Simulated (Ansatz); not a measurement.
## MgS: a changed input and its effect

System: MgS (Immm, 2 atoms in the cell).
Method of run A: DFT, r2SCAN, plane waves, PAW, no spin polarisation (Ansatz 0.2.0).

The structure derives from an entry of the Crystallography Open Database. The geometry comes from this level: r2SCAN (a point of a series of strains). Text and figures count atoms from 1; the logs count them from 0 in places.

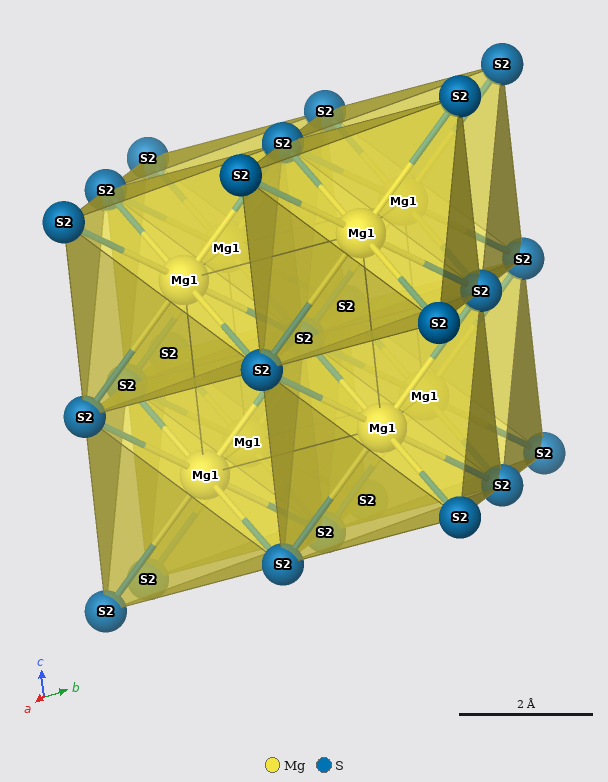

**Figure 1.** The structure (polyhedral view of the reduced cell, seen slightly off an axis; polyhedra are completed across the faces of the cell; atoms are numbered from 1 in the order of the input).

The input, run A:
```yaml
crystal:
  lattice:
    - [0.0340798824, 2.6015177399, 2.6015177399]
    - [2.6015177399, 0.0340798824, 2.6015177399]
    - [2.6355976223, 2.6355976223, 0.0]
  atoms:
    - { symbol: Mg, position: [0.0, 0.0, 0.0] }
    - { symbol: S, position: [0.5, 0.5, 0.5] }
kpoints:
  mp_grid: { grid: [8, 8, 8] }
  band_path:
    path:
      - [0.0, 0.0, 0.0]
      - [0.5, 0.0, 0.5]
      - [0.625, 0.25, 0.625]
      - [0.375, 0.375, 0.75]
      - [0.5, 0.5, 0.5]
      - [0.5, 0.25, 0.75]
      - [0.5, 0.5, 0.0]
    npoints: 1
hamiltonian:
  xc: r2scan
scf:
  occupations: { method: fixed }
  n_extra_bands: 4
output:
  forces: true
  stress: true
  eigenvalues: true
```

Launched with:
```bash
ansatz run input.yaml --threads 4 --pin off --max-ram 5529MiB --backend cpu --events-out ev --progress --plain --runs-dir out
```

Hardware: 4 threads of Arm Neoverse V1, 24 GiB of memory available, shared host.

Output, shortened to warnings, some set-up lines, iterations and results (run A):
```
Basis set: ecut = 500 eV, 901 PW (Γ), exchange–correlation on 108×108×120 points (64 copies of the dense FFT grid, shifted against one another)
Symmetry: 8 space group operations
k-points: 95 of 512
Initial density: superposition of atomic densities (neutral atoms: chi_scale 0, normalization atom), corrected by the library's trained network
[...]
SCF iter   1: F=—  HF=-2835.524957 eV  |F-HF|=—  |Δ(HF+E_count)|=         —  Δρ=7.02e-3  dr2=6.61e-3  dr2_τ=7.38e-3  ethr=1.77e-3  ⟨swp⟩=4.8  Hψ=6285  notcnv=0  defer=175
SCF iter   2: F=—  HF=-2835.571242 eV  |F-HF|=—  |Δ(HF+E_count)|=   4.63e-2  Δρ=2.90e-3  dr2=2.14e-3  dr2_τ=5.27e-5  ethr=4.13e-5  ⟨swp⟩=2.2  Hψ=2873  notcnv=0  defer=186
SCF iter   3: F=—  HF=-2835.571543 eV  |F-HF|=—  |Δ(HF+E_count)|=   3.02e-4  Δρ=8.62e-4  dr2=2.14e-4  dr2_τ=2.10e-5  ethr=1.34e-5  ⟨swp⟩=2.0  Hψ=1674  notcnv=0  defer=189
SCF iter   4: F=—  HF=-2835.571494 eV  |F-HF|=—  |Δ(HF+E_count)|=   4.91e-5  Δρ=1.55e-4  dr2=4.87e-6  dr2_τ=4.63e-7  ethr=1.34e-6  ⟨swp⟩=2.1  Hψ=1625  notcnv=0  defer=185
SCF iter   5: F=—  HF=-2835.571498 eV  |F-HF|=—  |Δ(HF+E_count)|=   3.47e-6  Δρ=1.27e-5  dr2=2.02e-8  dr2_τ=3.74e-9  ethr=3.05e-8  ⟨swp⟩=2.5  Hψ=1877  notcnv=0
SCF iter   6: F=-2835.571498 eV  HF=-2835.571498 eV  |F-HF|=7.25e-9  |Δ(HF+E_count)|=   2.38e-8  Δρ=5.04e-6  dr2=8.91e-9  dr2_τ=3.78e-10  ethr=1.26e-10  ⟨swp⟩=4.1  Hψ=5372  …
SCF 1 converged in 6 iterations: F = -2835.571498 eV  dr2 = 8.91e-9
NSCF: frozen V_eff on 7 k-points
SCF converged after 6 iterations
Free energy (F): -2835.571498 eV
Harris-Foulkes:  -2835.571498 eV  (|F-HF|=7.25e-9)
Internal energy: -2835.571498 eV  (E = F + TS)
E sigma→0 (E₀):  -2835.571498 eV
Fermi energy:    6.290651 eV
--- Per-component energies (eV) ---
  E_band       = -349.325308
  E_kinetic    = 184.903996
  E_local      = -1666.942604  (includes V_loc(G=0)·N_el)
  E_nonlocal   = 123.582604
  E_hartree    = 593.870650
  E_xc         = -120.724997
  E_vxc        = -136.255025  (∫ρ·V_xc dr)
  E_paw        = -906.242050  (= ΣΔE_a)
  E_vpaw       = -49.339304  (= ΣTr[D̂ρ^β])
  E_aug_tail   = -0.000001  (compensation charges beyond the density's cutoff)
  E_vtau       = 6.985466  (kinetic-family band-sum trace: ∫τ·v_τ [+ j·A + Jᵃ·Aᵃ] dr)
  E_ewald      = -1043.883120
  E_core_change = -0.135975  (= ΣΔE_core)
  E_smearing   = -0.000000  (= −TS)
  E_closure    = 0.000000  (closes the sum)
  Σ components = -2835.571498   (vs F -2835.571498, Δ=0.00e0)
--- Forces (eV/Å), atoms counted from 1 ---
  atom   1  Mg     0.00000000     0.00000000     0.00000000
  atom   2  S      0.00000000     0.00000000     0.00000000
  max |Σ_I F_I| component: 3.94e-31 eV/Å
--- Stress (GPa, compression-positive) ---
        0.039786      -1.581497       0.000000
       -1.581497       0.039786      -0.000000
        0.000000      -0.000000      -0.023936
  P = ⅓ Tr σ = 0.0185 GPa (0.185 kbar)
```

For run B the input was changed thus:
```diff
-  xc: r2scan
+  xc: pbe
-  occupations: { method: fixed }
+  occupations: { method: fermi_dirac, width: 0.02 }
```

How does run B compare with run A?

The total energies belong to different methods, so their difference says nothing on which is more stable or more accurate. The gap on the mesh goes from 3.30 to 2.64 eV. The pressure goes from 0.02 to 1.19 GPa. The functional changes from r2SCAN to PBE. The SCF takes 7 iterations against 6. The default cutoff goes from 500 to 420 eV with the change. The plane waves at Γ go from 901 to 701.

Output, shortened to warnings, some set-up lines, iterations and results (run B):
```
Basis set: ecut = 420 eV, 701 PW (Γ), exchange–correlation on 50×50×50 points (8 copies of the dense FFT grid, shifted against one another)
Symmetry: 8 space group operations
k-points: 95 of 512
Initial density: superposition of atomic densities (neutral atoms: chi_scale 0, normalization atom), corrected by the library's trained network
[...]
SCF iter   1: F=—  HF=-2828.742758 eV  |F-HF|=—  |Δ(HF+E_count)|=         —  Δρ=4.06e-4  dr2=3.47e-5  ethr=1.77e-3  ⟨swp⟩=7.3  Hψ=7231  notcnv=0
SCF iter   2: F=—  HF=-2828.742589 eV  |F-HF|=—  |Δ(HF+E_count)|=   1.69e-4  Δρ=3.58e-4  dr2=6.48e-5  ethr=2.17e-7  ⟨swp⟩=3.0  Hψ=3030  notcnv=0
SCF iter   3: F=—  HF=-2828.742584 eV  |F-HF|=—  |Δ(HF+E_count)|=   4.76e-6  Δρ=1.58e-4  dr2=6.93e-6  ethr=2.17e-7  ⟨swp⟩=2.0  Hψ=1492  notcnv=0
SCF iter   4: F=—  HF=-2828.742604 eV  |F-HF|=—  |Δ(HF+E_count)|=   2.00e-5  Δρ=1.02e-4  dr2=5.57e-6  ethr=4.33e-8  ⟨swp⟩=2.0  Hψ=1520  notcnv=0
SCF iter   5: F=—  HF=-2828.742603 eV  |F-HF|=—  |Δ(HF+E_count)|=   1.52e-6  Δρ=5.13e-5  dr2=1.48e-6  ethr=3.48e-8  ⟨swp⟩=1.0  Hψ=1140  notcnv=0
SCF iter   6: F=—  HF=-2828.742602 eV  |F-HF|=—  |Δ(HF+E_count)|=   4.80e-7  Δρ=1.61e-5  dr2=1.47e-7  ethr=9.26e-9  ⟨swp⟩=2.1  Hψ=1378  notcnv=0
SCF iter   7: F=-2828.742602 eV  HF=-2828.742602 eV  |F-HF|=5.97e-9  |Δ(HF+E_count)|=   4.89e-8  Δρ=3.71e-6  dr2=8.12e-9  ethr=6.25e-10  ⟨swp⟩=4.0  Hψ=3414  notcnv=0
SCF 1 converged in 7 iterations: F = -2828.742602 eV  dr2 = 8.12e-9
NSCF: frozen V_eff on 7 k-points
SCF converged after 7 iterations
Free energy (F): -2828.742602 eV
Harris-Foulkes:  -2828.742602 eV  (|F-HF|=5.97e-9)
Internal energy: -2828.742602 eV  (E = F + TS)
E sigma→0 (E₀):  -2828.742602 eV
Fermi energy:    7.832359 eV
--- Per-component energies (eV) ---
  E_band       = -331.752622
  E_kinetic    = 185.294939
  E_local      = -1665.699229  (includes V_loc(G=0)·N_el)
  E_nonlocal   = 123.411615
  E_hartree    = 592.957497
  E_xc         = -127.747764
  E_vxc        = -127.040281  (∫ρ·V_xc dr)
  E_paw        = -893.076539  (= ΣΔE_a)
  E_vpaw       = -33.634553  (= ΣTr[D̂ρ^β])
  E_aug_tail   = -0.000001  (compensation charges beyond the density's cutoff)
  E_ewald      = -1043.883120
  E_smearing   = -0.000000  (= −TS)
  E_closure    = -0.000000  (closes the sum)
  Σ components = -2828.742602   (vs F -2828.742602, Δ=0.00e0)
--- Forces (eV/Å), atoms counted from 1 ---
  atom   1  Mg     0.00000000     0.00000000    -0.00000000
  atom   2  S      0.00000000     0.00000000     0.00000000
  max |Σ_I F_I| component: 1.97e-30 eV/Å
--- Stress (GPa, compression-positive) ---
        1.209041      -1.438239       0.000000
       -1.438239       1.209041      -0.000000
        0.000000      -0.000000       1.149665
  P = ⅓ Tr σ = 1.1892 GPa (11.892 kbar)
```

The two runs side by side:

| quantity | run A | run B |
| --- | --- | --- |
| outcome | converged | converged |
| free energy per atom (eV) | −1417.7857 | −1414.3713 |
| gap on the mesh (eV) | 3.30 | 2.64 |
| pressure (GPa) | 0.02 | 1.19 |
| largest force (eV/Å) | 0.000 | 0.000 |
| SCF iterations | 6 | 7 |
| irreducible k-points | 95 | 95 |
| plane waves at Γ | 901 | 701 |
| wall time (shared host) | 2.1 s | 0.96 s |
